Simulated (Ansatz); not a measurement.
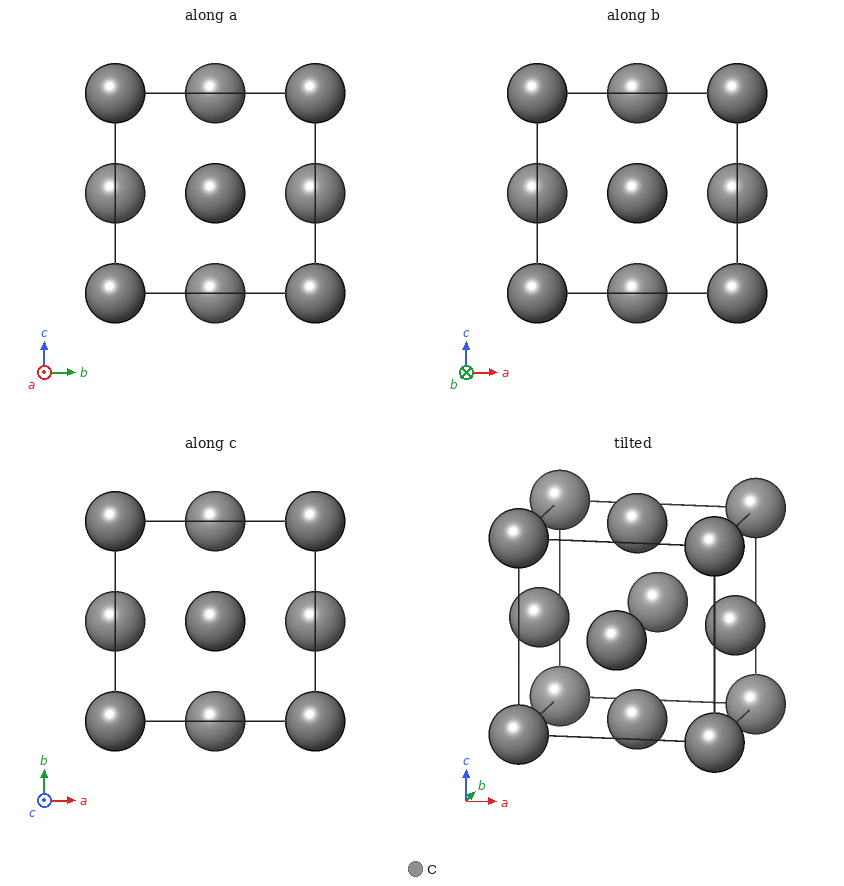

View along the a axis, along the b axis, along the c axis and slightly off an axis, drawn as a spheres-only model. The frame is the conventional unit cell; atoms at its boundary are shown with their periodic copies.

Lattice parameters: a = 3.2461 Å, b = 3.2461 Å, c = 3.2461 Å, α = 90.000°, β = 90.000°, γ = 90.000°.

Q: Turn the picture into a CIF with its space group and independent sites.

A:
```cif
data_structure
_symmetry_space_group_name_H-M 'F m -3 m'
_symmetry_Int_Tables_number 225
_cell_length_a 3.2461
_cell_length_b 3.2461
_cell_length_c 3.2461
_cell_angle_alpha 90.000
_cell_angle_beta 90.000
_cell_angle_gamma 90.000
_cell_volume 34.21
loop_
_atom_site_label
_atom_site_type_symbol
_atom_site_symmetry_multiplicity
_atom_site_Wyckoff_symbol
_atom_site_fract_x
_atom_site_fract_y
_atom_site_fract_z
_atom_site_occupancy
C1 C 4 a 0.0000 0.0000 0.0000 1
```

The model was built from a structure type filled with this element by a generator (whether the element takes this form wasn't checked). Earlier steps of the study may have refined or changed the cell and positions. Ansatz was used for an electronic-structure calculation on it.

At this level of theory the cell isn't at rest (stretched, at -4 GPa), so its distances can differ from those at equilibrium, the more so the softer the solid.
